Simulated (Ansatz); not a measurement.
# Calculations on CdF$_{2}$

Part 1: Relaxation

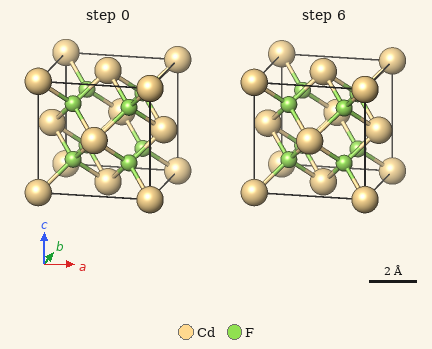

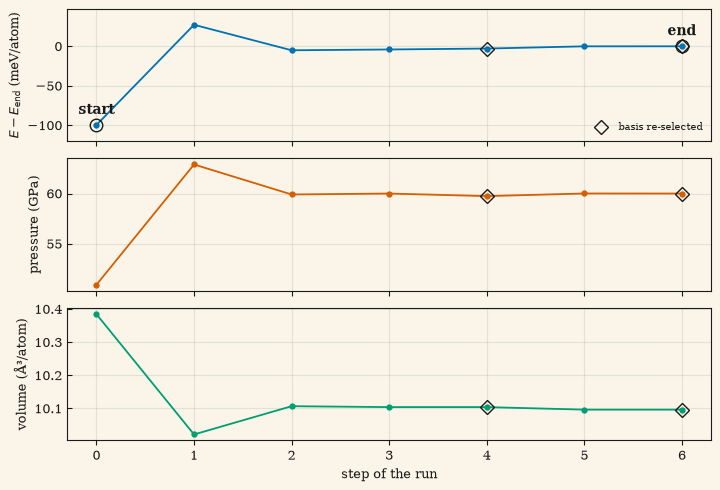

First and last geometry of a relaxation of solid CdF2 (set up in Fm-3m), with the history of the run. Style: ball-and-stick. Shown: the conventional cell (4 times the calculation's cell), slightly off an axis. Lengths and directions refer to the drawn axes.

Case: relaxed at 60 GPa.

The calculation used Ansatz 0.2.0, DFT PBE, scalar-relativistic, plane waves, PAW. Settings: plane-wave cutoff 420 eV; k-point mesh 8 × 8 × 8; occupations gaussian; smearing width 0.02 eV; target pressure 60 GPa; no spin polarisation; cell and atoms relaxed; force threshold 0.008 eV/Å; at most 50 steps.

Did the run converge, and what did it change?

Answer. It converged. The atoms keep their places relative to the cell (all moves are under 0.005 Å). The drawn cell changes as follows: a = b = c 4.995 → 4.948 Å (−0.9 %); the volume changes by −2.8 %. Some distances before and after: Cd–F 2.163 → 2.143 Å. The space group stays Fm-3m (No. 225). Over 4 accepted moves (6 points after the start) the energy rises by 99.6 meV per atom. With the target pressure of 60 GPa, the enthalpy E + pV changes by −8.3 meV per atom. All forces vanish by symmetry, so only the cell relaxes. The pressure goes from 50.93 to 60.00 GPa. At 2 points the geometry stayed and the basis and grid were re-selected for the new cell (energy shift of 1.2 meV per atom at most each time). Cost: 7.8 s on 1 thread of Arm Neoverse V1 (shared host), peak memory 0.29 GiB.

```csv
step,"E − E(0), meV/atom","pressure, GPa","volume, Å³/atom",note
0,0.00,50.93,10.385,
1,126.78,62.89,10.022,
2,94.52,59.90,10.107,
3,95.54,60.00,10.104,
4,96.70,59.74,10.104,"same geometry, new basis"
5,99.52,60.00,10.096,
6,99.57,60.00,10.096,"same geometry, new basis"
```

Part 2: A change

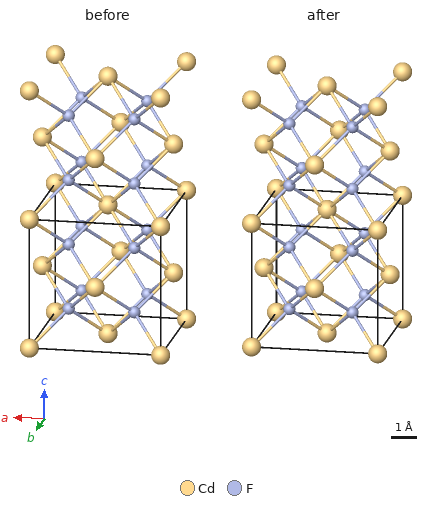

Left: solid CdF2 (set up in Fm-3m). Right: the same structure after one change, at the same scale. Style: ball-and-stick. Shown: the conventional cell (4 times the calculation's cell), repeated 1 × 1 × 2 with one cell outlined, from a free direction. Lengths and directions refer to the drawn axes.

Computed with DFT PBE, scalar-relativistic, plane waves, PAW in Ansatz. Settings: plane-wave cutoff 420 eV; k-point mesh 8 × 8 × 8; occupations gaussian; smearing width 0.02 eV; no spin polarisation.

The crystal is put under a hydrostatic pressure of 15 GPa. Cell and atoms are relaxed at that pressure.

Q: And its effect?

A: The drawn cell changes as follows: a = b = c 5.481 → 5.266 Å (−3.9 %); the volume changes by −11.4 %. The atoms keep their places relative to the cell (all moves are under 0.005 Å). Among the bonded contacts that change: Cd–F 2.374 → 2.280 Å. The space group stays Fm-3m (No. 225). The energy rises by 65.2 meV per atom. Pressure: 0.0 GPa before, 15.0 GPa after.

Part 3: Scan

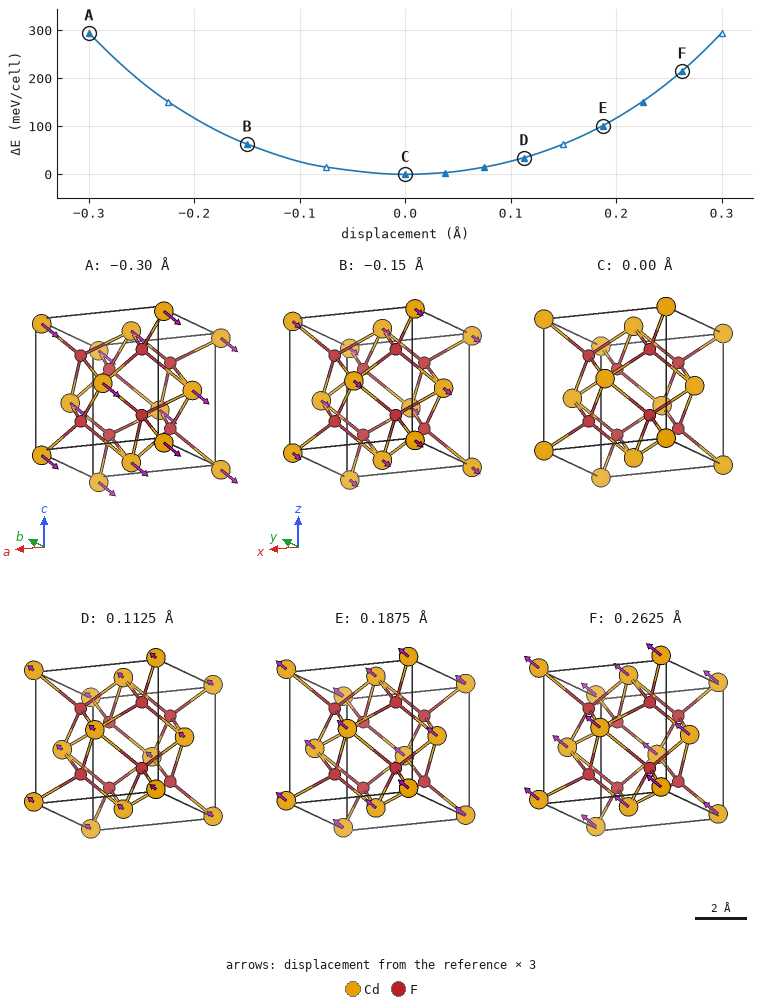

A scan of a crystal of CdF2 (Fm-3m): the whole Cd sublattice is shifted rigidly, along Cartesian [1 1 1], all else fixed. The lettered frames are marked on the plot. Hollow markers are points alike by symmetry, not computed again. Style: ball-and-stick. Shown: the conventional cell (4 times the calculation's cell), from a free direction. Purple arrows: displacements from the reference. Lengths and directions refer to the drawn axes.

Level of theory: Ansatz, DFT PBE, scalar-relativistic, plane waves, PAW. (plane-wave cutoff 420 eV; k-point mesh 8 × 8 × 8; occupations gaussian; smearing width 0.05 eV; no spin polarisation). Energies (free energies at the smearing named) are counted from the cell as listed in its source, which wasn't relaxed.

What does the scan show?

The lowest computed point lies at the displacement 0.00 Å (0.0 meV/cell). The end points stand at 294.9 meV/cell (−0.30 Å) and 294.9 meV/cell (0.30 Å). The curvature at zero is about 5.4 eV/Å² per cell. The well is symmetric. At the highest point the shortest interatomic distance is 2.03 Å, against 2.33 Å in the reference. The distortion takes the space group from Fm-3m to R3m.
